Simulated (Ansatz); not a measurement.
**A series of single points on PbSe**

System: PbSe (I4mm, 2 atoms in the cell).
Method: DFT PBE, scalar-relativistic, plane waves, PAW, no spin polarisation (Ansatz 0.2.0).

The 8 runs differ only in the geometry, by a shift of atoms along one path in a fixed cell. The shift s is measured from run 5: Se2 moves along the Cartesian direction (1.00, 0.00, 0.00). The structure derives from an entry of the Crystallography Open Database.

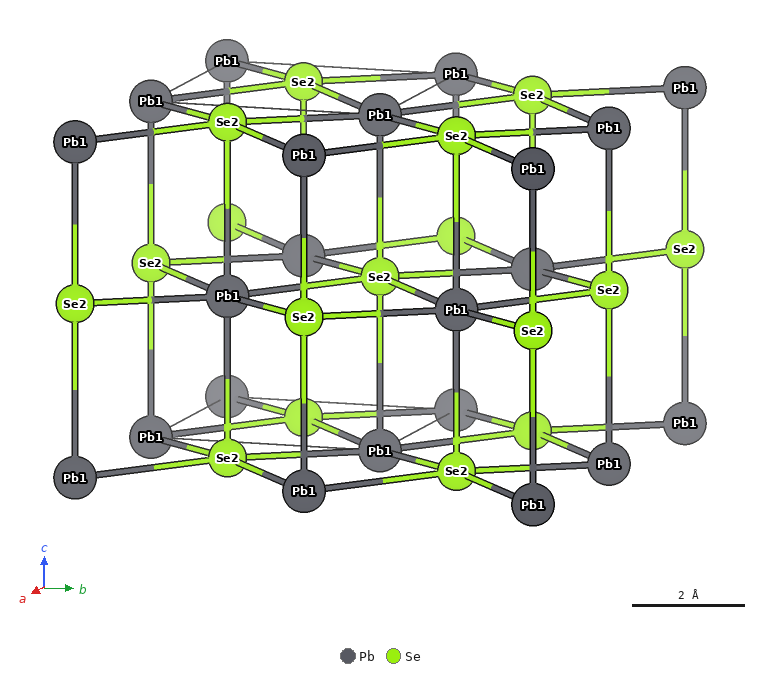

Figure 1. The structure of run 5 (ball-and-stick view of the cell 2 times as large as that of the calculation, set on its symmetry axes, repeated 2 × 2 × 1, seen slightly off an axis; atoms are numbered from 1 in the order of the input). An atom can appear more than once, as a periodic image.

### Input of run 5
```yaml
crystal:
  lattice:
    - [0.0, 3.06215, 3.06215]
    - [3.06215, 0.0, 3.06215]
    - [3.06215, 3.06215, 0.0]
  atoms:
    - { symbol: Pb, position: [0.0, 0.0, 0.0] }
    - { symbol: Se, position: [0.4816305537, 0.5183694463, 0.5183694463] }
basis:
  ecutwfc: 420
kpoints:
  mp_grid: { grid: [10, 10, 10] }
hamiltonian:
  xc: pbe
scf:
  occupations: { method: gaussian, width: 0.03 }
output:
  forces: true
  stress: true
  eigenvalues: true
```

Command:
```bash
ansatz run input.yaml --threads 1 --pin off --max-ram 2560MiB --backend cpu --events-out ev --progress --plain --runs-dir out
```

Run 2 differs from it as follows:
```diff
-    - { symbol: Se, position: [0.4816305537, 0.5183694463, 0.5183694463] }
+    - { symbol: Se, position: [0.5244925951, 0.4755074049, 0.4755074049] }
```

### Results, with one run withheld

| run | shift s of Se2 (Å) | free energy per atom, from the lowest run given (meV) | pressure (GPa) | gap on the mesh (eV) | force along the path (eV/Å) |
| --- | --- | --- | --- | --- | --- |
| 1 | −0.4125 | 27.80 | 3.72 | 0.95 | 0.547 |
| 2 | −0.2625 | ? | ? | ? | ? |
| 3 | −0.0750 | 0.00 | 2.37 | 0.31 | −0.024 |
| 4 | −0.0375 | 0.70 | 2.43 | 0.37 | −0.053 |
| 5 | 0.0000 | 2.04 | 2.53 | 0.44 | −0.091 |
| 6 | 0.0750 | 7.51 | 2.86 | 0.63 | −0.211 |
| 7 | 0.1125 | 12.26 | 3.10 | 0.74 | −0.299 |
| 8 | 0.1500 | 18.87 | 3.38 | 0.84 | −0.410 |

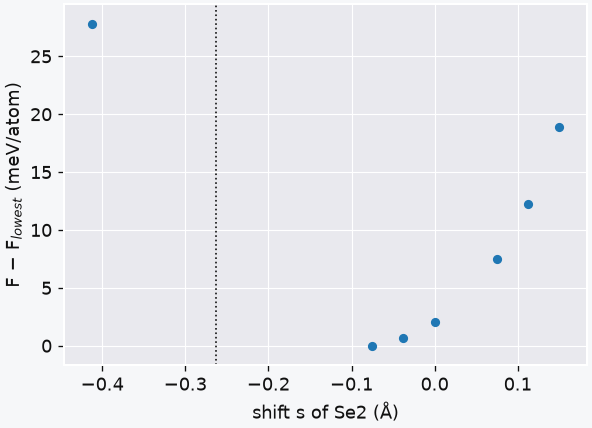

Figure 2. Free energy per atom of the runs given; the dotted line marks run 2.

Fit the runs given and predict run 2.

A cubic polynomial in the coordinate, fitted to the 7 runs given, misses them by at most 0.27 meV per atom. With x = s + 0.0268, it reads F = 0.76598 + 27.572 x + 365.69 x² + 291.7 x³ (meV per atom). At run 2 it gives 10.76 meV per atom, and the run itself gives 4.21. The slope of the fit gives a force −dF/ds of 0.192 eV/Å along the path (summed over the atoms that move), and the printed forces give 0.143 eV/Å. The fit has its minimum at s = −0.0664 Å. The fit misses that run by 6.55 meV per atom. The gap on the mesh lies between 0.31 eV (run 3) and 0.95 eV (run 1); run 2 has 0.53 eV. These are gaps of this functional on this mesh, which can miss the band edges; they aren't the measured gap.

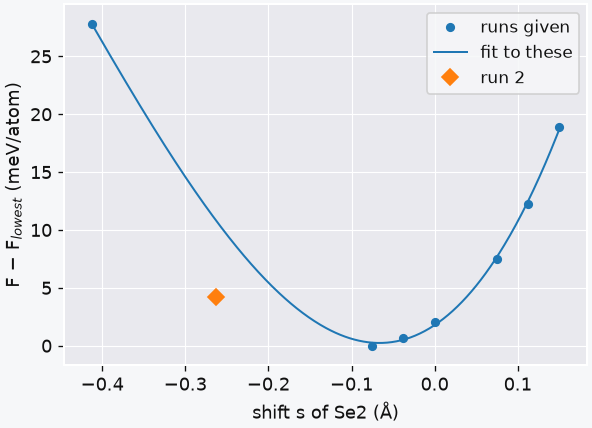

Figure 3. The fit and the withheld run.

### Output, shortened to warnings, some set-up lines, iterations and results (run 2)
```
Basis set: ecut = 420 eV, 1139 PW (Γ), exchange–correlation on 60×60×60 points (8 copies of the dense FFT grid, shifted against one another)
Symmetry: 8 space group operations
k-points: 102 of 1000 (time reversal used)
Initial density: superposition of atomic densities (neutral atoms: chi_scale 0, normalization atom), corrected by the library's trained network
[...]
SCF iter   1: F=—  HF=-17376.595508 eV  |F-HF|=—  |Δ(HF+E_count)|=         —  Δρ=5.95e-4  dr2=2.14e-4  ethr=1.77e-3  ⟨swp⟩=6.2  Hψ=9589  notcnv=0
SCF iter   2: F=—  HF=-17376.594658 eV  |F-HF|=—  |Δ(HF+E_count)|=   8.50e-4  Δρ=3.77e-4  dr2=5.15e-5  ethr=7.14e-7  ⟨swp⟩=2.3  Hψ=4448  notcnv=0
SCF iter   3: F=—  HF=-17376.594669 eV  |F-HF|=—  |Δ(HF+E_count)|=   1.10e-5  Δρ=1.90e-4  dr2=1.03e-5  ethr=1.72e-7  ⟨swp⟩=2.6  Hψ=3727  notcnv=0
SCF iter   4: F=—  HF=-17376.594690 eV  |F-HF|=—  |Δ(HF+E_count)|=   2.04e-5  Δρ=3.97e-5  dr2=9.75e-7  ethr=3.43e-8  ⟨swp⟩=2.0  Hψ=3445  notcnv=0
SCF iter   5: F=—  HF=-17376.594689 eV  |F-HF|=—  |Δ(HF+E_count)|=   3.65e-7  Δρ=1.91e-5  dr2=2.64e-7  ethr=3.25e-9  ⟨swp⟩=2.7  Hψ=3403  notcnv=0
SCF iter   6: F=-17376.594689 eV  HF=-17376.594689 eV  |F-HF|=2.35e-8  |Δ(HF+E_count)|=   1.08e-7  Δρ=5.70e-6  dr2=1.98e-8  ethr=3.33e-10  ⟨swp⟩=4.7  Hψ=7227  notcnv=0
SCF 1 converged in 6 iterations: F = -17376.594689 eV  dr2 = 1.98e-8
SCF converged after 6 iterations
Free energy (F): -17376.594689 eV
Harris-Foulkes:  -17376.594689 eV  (|F-HF|=2.35e-8)
Internal energy: -17376.594689 eV  (E = F + TS)
E sigma→0 (E₀):  -17376.594689 eV
Fermi energy:    9.164189 eV
--- Per-component energies (eV) ---
  E_band       = -425.770797
  E_kinetic    = 406.434678
  E_local      = -3535.247562  (includes V_loc(G=0)·N_el)
  E_nonlocal   = -245.948815
  E_hartree    = 1646.325028
  E_xc         = -325.877068
  E_vxc        = -231.608666  (∫ρ·V_xc dr)
  E_paw        = -12314.715599  (= ΣΔE_a)
  E_vpaw       = -112.041133  (= ΣTr[D̂ρ^β])
  E_aug_tail   = -0.000537  (compensation charges beyond the density's cutoff)
  E_ewald      = -3007.564815
  E_smearing   = -0.000000  (= −TS)
  E_closure    = -0.000000  (closes the sum)
  Σ components = -17376.594689   (vs F -17376.594689, Δ=0.00e0)
--- Forces (eV/Å), atoms counted from 1 ---
  atom   1  Pb    -0.14317733     0.00000000     0.00000000
  atom   2  Se     0.14319946    -0.00000000     0.00000000
  max |Σ_I F_I| component: 2.21e-5 eV/Å
--- Stress (GPa, compression-positive) ---
        3.306455       0.000000       0.000000
        0.000000       2.351366      -0.000000
        0.000000      -0.000000       2.351366
  P = ⅓ Tr σ = 2.6697 GPa (26.697 kbar)
```

Notes: Spin–orbit coupling is left out, which matters for Pb.
